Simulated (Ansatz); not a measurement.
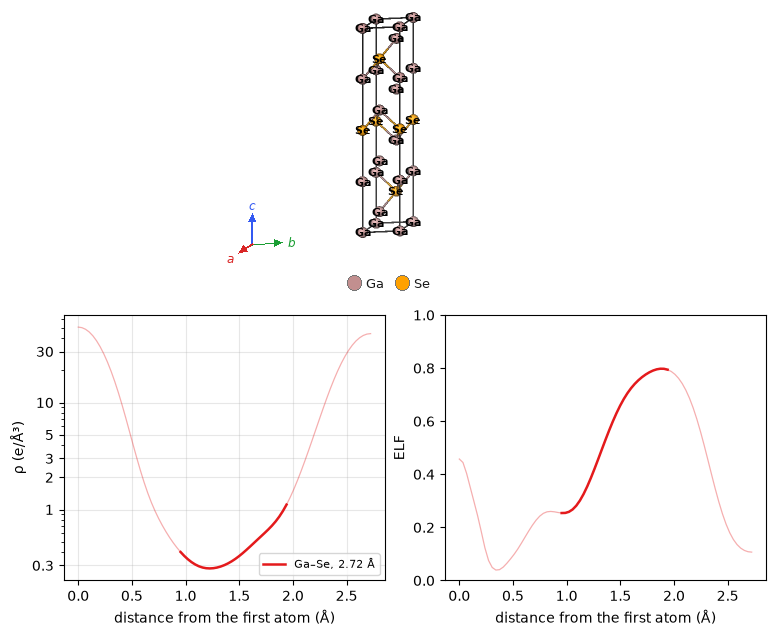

Figure. Ga3Se. Valence pseudo-density and ELF along straight lines between neighbouring atoms. Thin, pale parts lie inside the atomic spheres. The structure is drawn too.

Space group R-3m; a structure generated by program, which may or may not match a known phase; changed on purpose from its base cell (volume × 0.97, shape and atoms relaxed); computed without spin polarisation.

Level of theory: Ansatz, DFT PBE, scalar-relativistic, plane waves, PAW.

In a PAW calculation such maps are meaningful between the atoms, not at the nuclei.

```
Ga Se
1.0
     3.68663    0.00000    0.00000
    -1.84332    3.19272    0.00000
     0.00000    0.00000   20.67453
Ga Se
9 3
Direct
  0.66667 0.33333 0.08447
  0.33333 0.66667 0.41781
  0.00000 0.00000 0.75114
  0.00000 0.00000 0.24886
  0.66667 0.33333 0.58219
  0.33333 0.66667 0.91553
  0.00000 0.00000 0.00000
  0.66667 0.33333 0.33333
  0.33333 0.66667 0.66667
  0.33333 0.66667 0.16667
  0.00000 0.00000 0.50000
  0.66667 0.33333 0.83333
```

Q: What can be read from the curves?

A: Ga–Se (2.72 Å): ρ is about 0.3 e/Å³ halfway; the ELF is about 0.55 at the midpoint.
